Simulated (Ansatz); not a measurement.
The coordinates of a crystal:

```yaml
crystal:
  lattice:
    - [2.86694, 0.00000, 0.00000]
    - [-1.43347, 2.48284, 0.00000]
    - [0.00000, 0.00000, 4.86230]
  atoms:
    - { symbol: Ta, position: [0.66667, 0.33333, 0.75000] }
    - { symbol: Ta, position: [0.33333, 0.66667, 0.25000] }
```

Work out the structure from the coordinates.

The element is tantalum. The symmetry is that of P6_3/mmc (No. 194), on a primitive hexagonal lattice. The structure is of the kind named hexagonal close-packed (Mg type). The cell holds two atoms. About every Ta there are twelve Ta in an anticuboctahedral arrangement at 2.87 to 2.94 Å. The bonds build a three-dimensional framework.

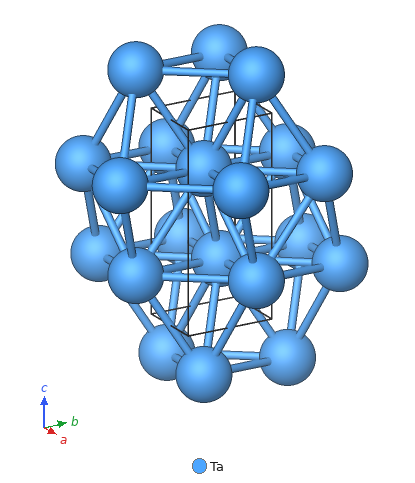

The image is a ball-and-stick drawing of a crystal, viewed slightly off an axis. The edges of the conventional unit cell are marked. Atoms just outside the outline that bond to atoms inside are added.

The cell started as a structure listed in the Materials Project. The cell was then strained or its atoms displaced on purpose. An electronic-structure calculation with Ansatz was run on it.

At this level of theory the run's own cell isn't at rest (compressed, at 10 GPa), so its distances can differ from those at equilibrium, the more so the softer the solid.
